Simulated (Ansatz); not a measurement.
**Quasiparticle gap of LaVO4 (P2_1/c)**

How far does one-shot GW move the HSE06 gap of LaVO4 (P2_1/c)?

Method: HSE06, then G0W0 on it, plane waves, PAW, in Ansatz 0.2.0.

**The experiments to reproduce.**

- Gap 3.4 eV: indirect optical gap from Tauc plot; diffuse reflectance, Kubelka-Munk; 300 K; powder (solid-state reaction, sintered at 1250 C) (“Structural phase transition and its consequences on optical behavior of LaV1-xNbxO4”, 2021, arxiv:2102.02442).

- Gap 3.5 ± 0.2 eV: earlier reported experimental gap; powder (literature value) (quoted in “Structural phase transition and its consequences on optical behavior of LaV1-xNbxO4”, 2021, arxiv:2102.02442).

Most raw output is cut from this account.

In doubt: masses and optical values from hybrid runs of this build are listed as unsure (step 3), which bears on the screening that GW takes from such a start.

## 1. Set-up

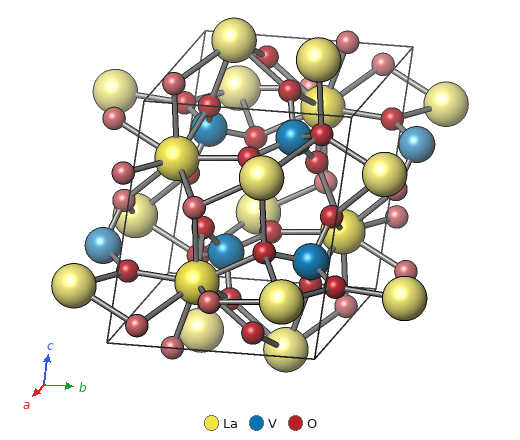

The starting structure, seen slightly off an axis (lanthanum yellow, vanadium blue, oxygen red). Some periodic images of atoms are drawn too.

The cell and positions come from the Crystallography Open Database and are kept as given unless a step says otherwise. Spin-orbit coupling is left out unless a step names it. The default PAW set here is soft_2. Its files were made with PBE.

## 2. HSE06 levels on the mesh and at listed points

HSE06 mixes in a quarter of exact exchange at short range.

This step: DFT, HSE06, plane waves, PAW.

input.yaml reads:

```yaml
crystal:
  lattice:
    - [6.725, 0.0, 0.0]
    - [0.0, 7.2827, 0.0]
    - [-4.9123006198, 0.0, 6.8121466218]
  atoms:
    - { symbol: La, position: [0.827399, 0.157198, 0.723776] }
    - { symbol: La, position: [0.172601, 0.657198, 0.776224] }
    - { symbol: La, position: [0.172601, 0.842802, 0.276224] }
    - { symbol: La, position: [0.827399, 0.342802, 0.223776] }
    - { symbol: V, position: [0.31429, 0.16481, 0.69917] }
    - { symbol: V, position: [0.68571, 0.66481, 0.80083] }
    - { symbol: V, position: [0.68571, 0.83519, 0.30083] }
    - { symbol: V, position: [0.31429, 0.33519, 0.19917] }
    - { symbol: O, position: [0.8171, 0.4979, 0.7446] }
    - { symbol: O, position: [0.1829, 0.9979, 0.7554] }
    - { symbol: O, position: [0.1829, 0.5021, 0.2554] }
    - { symbol: O, position: [0.8171, 0.0021, 0.2446] }
    - { symbol: O, position: [0.6098, 0.2795, 0.3821] }
    - { symbol: O, position: [0.3902, 0.7795, 0.1179] }
    - { symbol: O, position: [0.3902, 0.7205, 0.6179] }
    - { symbol: O, position: [0.6098, 0.2205, 0.8821] }
    - { symbol: O, position: [0.6587, 0.895, 0.4829] }
    - { symbol: O, position: [0.3413, 0.395, 0.0171] }
    - { symbol: O, position: [0.3413, 0.105, 0.5171] }
    - { symbol: O, position: [0.6587, 0.605, 0.9829] }
    - { symbol: O, position: [0.8898, 0.8436, 0.8857] }
    - { symbol: O, position: [0.1102, 0.3436, 0.6143] }
    - { symbol: O, position: [0.1102, 0.1564, 0.1143] }
    - { symbol: O, position: [0.8898, 0.6564, 0.3857] }
kpoints:
  mp_grid: { grid: [4, 2, 2] }
  band_path:
    path:
      - [0.0, 0.0, 0.0]
      - [0.0, 0.5, 0.0]
      - [0.0, 0.5, 0.5]
      - [0.0, 0.0, 0.5]
      - [-0.5, 0.0, 0.5]
      - [-0.5, 0.5, 0.5]
      - [-0.5, 0.5, 0.0]
      - [-0.5, 0.0, 0.0]
      - [-0.5, 0.35, 0.0]
      - [-0.5, 0.1, 0.0]
    npoints: 1
hamiltonian:
  xc: hse06
scf:
  occupations: { method: fixed }
  n_extra_bands: 12
output:
  eigenvalues: true
```

Launch:

```
$ ansatz run input.yaml --threads 24 --pin off --max-ram 82944MiB --backend cuda --events-out ev --progress --plain --runs-dir out --devices 1 --max-vram 78GiB
```

It took 27 s on 1 × NVIDIA GB200 (shared by 2 runs) with 24 threads of Arm Neoverse V2, shared host; peak memory 2.6 GiB; 4.7 min of CPU time.

Numbers from this step:

| Property | Result |
| --- | --- |
| gap | 5.123 eV |
| valence top at | Y_2 |
| conduction bottom at | k = (-0.500, 0.350, 0.000) |
| least direct gap | 5.224 eV |
| exact-exchange fraction | 0.25 |

Over mesh and listed points the gap is 5.123 eV, from k = (-0.500, 0.000, 0.000) to k = (-0.500, 0.350, 0.000). The least direct gap found is 5.224 eV, at k = (-0.500, 0.100, 0.000). On the 4×2×2 mesh alone the same run gives 5.144 eV, so that mesh misses an edge of HSE06: 5.144 − 5.123 = +0.021 eV.

## 3. The quasiparticle correction

G0W0 replaces the xc potential by a self-energy built once from the orbitals of the start. Levels are corrected in the window of bands that the input names, at points of the mesh.

This step: G0W0 on HSE06, plane waves, PAW.

Edit input.yaml of step 2 so:

```diff
@@ -31,16 +31,3 @@
 kpoints:
-  mp_grid: { grid: [4, 2, 2] }
-  band_path:
-    path:
-      - [0.0, 0.0, 0.0]
-      - [0.0, 0.5, 0.0]
-      - [0.0, 0.5, 0.5]
-      - [0.0, 0.0, 0.5]
-      - [-0.5, 0.0, 0.5]
-      - [-0.5, 0.5, 0.5]
-      - [-0.5, 0.5, 0.0]
-      - [-0.5, 0.0, 0.0]
-      - [-0.5, 0.35, 0.0]
-      - [-0.5, 0.1, 0.0]
-    npoints: 1
+  mp_grid: { grid: [2, 2, 2] }
 hamiltonian:
@@ -49,4 +36,7 @@
   occupations: { method: fixed }
-  n_extra_bands: 12
-output:
-  eigenvalues: true
+gw:
+  n_empty_bands: 462
+  ecut_chi: 72
+  qp_bands: [v4, c4]
+  qp_kpoints: band_edges
+  screening: { model: contour_deformation }
```

Run time: 47 s. Hardware: 1 × NVIDIA GB200 (shared by 2 runs) with 24 threads; peak memory 2.9 GiB; 3.2 min of CPU time.

Numbers from this step:

```yaml
bands_summed: 558
rpa_eps_infinity_on_this_mesh_eigenvalues: 3.385, 3.401, 3.795
plane_waves_in_the_screening_matrix: 453
q_points_in_the_mesh: 8
g0w0_gap_over_the_corrected_points: 6.196 eV
k_of_the_valence_top: -0.5, 0, 0
k_of_the_conduction_bottom: -0.5, -0.5, 0
starting_gap_on_the_mesh: 5.144 eV
z_at_the_valence_top: 0.7799
z_at_the_conduction_bottom: 0.7805
least_direct_g0w0_gap_over_the_corrected_points: 6.324 eV
```

Over all 8 irreducible mesh points the G0W0 gap is 6.196 eV, from k = (-0.500, 0.000, 0.000) to k = (-0.500, -0.500, 0.000). The HSE06 gap of this run on the mesh is 5.144 eV. The two states that bound the G0W0 gap lie that far apart at the start, so the correction of the gap is 6.196 − 5.144 = +1.052 eV. The start of this run differs from the step before in mesh (4×2×2 and 2×2×2).

Labels follow the order of the start: v1 is the top filled band, c1 the lowest empty one; levels that stay degenerate share a row, the window can cut a multiplet, doubted levels are not marked in this list, bands outside the window were not corrected, and the list may be a part of the corrected levels. Levels before and after the correction, in eV, zero at the valence-band top of each column:

|  | conduction bottom | valence top |
| --- | --- | --- |
| HSE06 | 5.14 | 0.00 |
| G0W0 | 6.20 | 0.00 |

|  | level | occupation | energy (eV) |
| --- | --- | --- | --- |
| HSE06 | (-0.5 0 0) v3 | 2 | -0.372 |
| HSE06 | (-0.5 0 0) v2 | 2 | -0.314 |
| HSE06 | (-0.5 0 0) v1 | 2 | 0.000 |
| HSE06 | (-0.5 0 0) c1 | 0 | 5.244 |
| HSE06 | (-0.5 0 0) c2 | 0 | 5.280 |
| HSE06 | (-0.5 0 0) c3 | 0 | 5.388 |
| HSE06 | (-0.5 -0.5 0) v3 | 2 | -0.295 |
| HSE06 | (-0.5 -0.5 0) v2-v1 | 2 | -0.233 |
| HSE06 | (-0.5 -0.5 0) c1-c2 | 0 | 5.144 |
| HSE06 | (-0.5 -0.5 0) c3 | 0 | 5.332 |
| G0W0 | (-0.5 0 0) v3 | 2 | -0.399 |
| G0W0 | (-0.5 0 0) v2 | 2 | -0.372 |
| G0W0 | (-0.5 0 0) v1 | 2 | 0.000 |
| G0W0 | (-0.5 0 0) c1 | 0 | 6.324 |
| G0W0 | (-0.5 0 0) c2 | 0 | 6.367 |
| G0W0 | (-0.5 0 0) c3 | 0 | 6.520 |
| G0W0 | (-0.5 -0.5 0) v3 | 2 | -0.313 |
| G0W0 | (-0.5 -0.5 0) v2-v1 | 2 | -0.271 |
| G0W0 | (-0.5 -0.5 0) c1-c2 | 0 | 6.196 |
| G0W0 | (-0.5 -0.5 0) c3 | 0 | 6.428 |

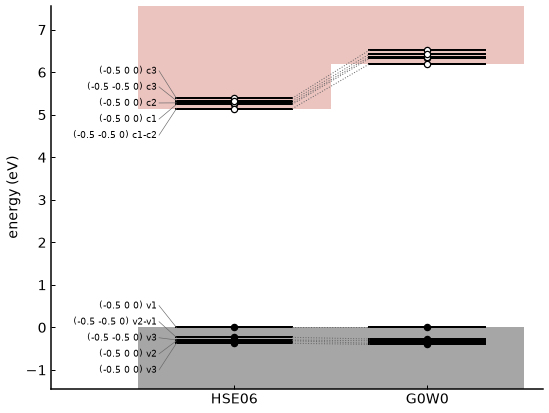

Levels before and after the correction. Shaded: valence and conduction bands. Filled marks are occupied levels, open marks empty ones.

The parts of the quasiparticle energy for the two states that bound the G0W0 gap, in eV on the run's own scale (QP = start + Σx + Σc − Vxc, with Σc at the quasiparticle energy):

| edge | k | band | start | Σx | Σc | Vxc | Z | QP |
| --- | --- | --- | --- | --- | --- | --- | --- | --- |
| valence top | (-0.500, 0.000, 0.000) | 96 | 6.254 | −25.713 | 4.270 | −21.804 | 0.780 | 6.614 |
| conduction bottom | (-0.500, -0.500, 0.000) | 97 | 11.398 | −15.276 | −5.312 | −22.000 | 0.780 | 12.809 |

For a hybrid start, Vxc holds its share of exact exchange.

## 4. The runs together

Each gap is the least one over the points named; times are wall times on shared hosts, not benchmarks. A G0W0 time includes the run's own self-consistent start. Runs with listed points see these and the mesh alone, so an edge that moves elsewhere is missed.

| level | mesh | files, cutoff | bands summed, screening | points | gap (eV) | valence top | conduction bottom | least direct gap (eV) | time |
| --- | --- | --- | --- | --- | --- | --- | --- | --- | --- |
| HSE06 | 4×2×2 | soft_2 PAW, 420 eV | - | mesh and listed points | 5.123 | (-0.500, 0.000, 0.000) | (-0.500, 0.350, 0.000) | 5.224 | 27 s |
| G0W0@HSE06 | 2×2×2 | soft_2 PAW, 420 eV | 558, 72 eV | all 8 irreducible mesh points | 6.196 | (-0.500, 0.000, 0.000) | (-0.500, -0.500, 0.000) | 6.324 | 47 s |

Computed less measured, in eV, for the reports listed at the start; nothing is added to the computed values:

| row | computed (eV) | 3.4 eV (2021) | 3.5 ± 0.2 eV (quoted 2021) |
| --- | --- | --- | --- |
| HSE06, gap | 5.123 | +1.723 | +1.623 |
| G0W0@HSE06, gap | 6.196 | +2.796 | +2.696 |
| G0W0@HSE06, least direct gap | 6.324 | +2.924 | +2.824 |

## 5. What came out

| Item | Value |
| --- | --- |
| HSE06 gap over mesh and listed points | 5.123 eV, from k = (-0.500, 0.000, 0.000) to k = (-0.500, 0.350, 0.000) |
| G0W0@HSE06 gap over all 8 irreducible mesh points | 6.196 eV, from k = (-0.500, 0.000, 0.000) to k = (-0.500, -0.500, 0.000) |
| GW settings | 2×2×2 mesh, 462 empty bands, screening to 72 eV |
| known limits | finite bands, screening cutoff and k mesh; no spin-orbit coupling in G0W0; no spin polarisation |

Over all 8 irreducible mesh points the G0W0 gap is 6.196 eV, from k = (-0.500, 0.000, 0.000) to k = (-0.500, -0.500, 0.000). The HSE06 gap of this run on the mesh is 5.144 eV. The two states that bound the G0W0 gap lie that far apart at the start, so the correction of the gap is 6.196 − 5.144 = +1.052 eV. The valence state moves by 6.614 − 6.254 = +0.360 eV and the conduction state by 12.809 − 11.398 = +1.411 eV, on the run's own scale; how far single levels stand from their limit in bands is not shown. Over mesh and listed points, HSE06 puts the conduction bottom at k = (-0.500, 0.350, 0.000), where no G0W0 correction was computed. The G0W0 gap over the whole zone is therefore not known from this run; at its settings it can only be equal to or under the 6.196 eV found, and no correction is carried over from another point. For the start itself the gap is 5.123 eV over mesh and listed points and 5.144 eV on the mesh of the G0W0 run, in runs that differ in mesh (4×2×2 and 2×2×2). No second run with other bands and screening cutoff is shown, so the distance to the basis limit is not known. On another start, G0W0@r2SCAN runs of this series (2×2×2 mesh, soft_2 PAW; not shown as steps) give 6.362 eV with 259 bands and 36 eV, 5.882 eV with 558 bands and 72 eV and 5.775 eV with 1091 bands and 120 eV. The program doubts an edge level of G0W0@r2SCAN with 259 bands (2×2×2, soft_2 PAW). G0W0 on other starts in this series, not shown as steps and not all at these settings: 5.882 eV on r2SCAN (2×2×2, soft_2 PAW, 558 bands, 72 eV) and 5.867 eV on LDA (2×2×2, soft_2 PAW, 558 bands, 72 eV). Two runs of this series at another level, not shown as steps, test spin-orbit coupling. r2SCAN+SOC against r2SCAN: 3.913 − 3.913 = +0.000 eV, with the same mesh, set of files (read in its fully relativistic form for the spin-orbit run) and cutoff, and both edges at the same k points. The spin-orbit run sees mesh and listed points alone, so its gap is an upper bound: the coupling can move an edge off these points, and the change over the zone, its sign included where it is small, is not known. What spin-orbit coupling does to the G0W0 levels was not computed, so no sum with the G0W0 gap is formed. Against experiment, G0W0@HSE06 at 6.196 eV lies +2.796 eV from 3.4 eV (2021) and +2.696 eV from 3.5 ± 0.2 eV (quoted 2021). The reports themselves run from 3.4 eV to 3.5 ± 0.2 eV. The differences hold parts that these runs do not separate: finite bands, cutoffs and mesh, points of the zone that were not corrected, the start of G0W0, spin-orbit coupling missing from it, static nuclei, no electron-hole attraction, and what each experiment reads as the gap. How much each gives is not known from the steps shown. The G0W0 runs are scalar-relativistic. The runs have no spin polarisation, and the cell holds V; whether a magnetic state lies lower is not shown here. Where d states form a band edge, one-shot GW is known to depend on its start; the orbital character of the edges was not analysed here. The cell holds La; where the f levels lie against the gap was not analysed here. No pair of G0W0 runs that differ in the mesh alone is shown (2×2×2 is a supercell whose nearest images lie 13 Å apart), so the error from the mesh is not known here. G0W0 is shown with one set of atomic data (soft_2 PAW), so the error from the files is not known here.

[Paths, hosts, dates, memory and timing lines, banners, echoed tables and standing remarks are left out of the program output.]

[Logs are printed without paths, hosts, clocks, repeated set-up lines and the standing remarks that a program may print on its own settings, such as how far it seeks lower states.]

[Runs of the session that timed out or met a known fault of the program may be left out.]

[Cells called generated may have been cut or substituted from an entry of the Crystallography Open Database or the Materials Project.]

[Hosts, paths, dates, database ids (printed as entryN), source tags and the programs' standing remarks are cut or masked in the printed files.]

[Where an RPA ε∞ is given, it is that of the G0W0 mesh and is not shown converged in it. Names of k-points follow the symmetry that the program found, which can be lower than the space group named. Band edges on a path are those of the sampled points; other points can move an edge, and change direct to indirect where valleys lie close.]

[Hybrid gaps are those of their k-mesh and are not shown converged in it.]
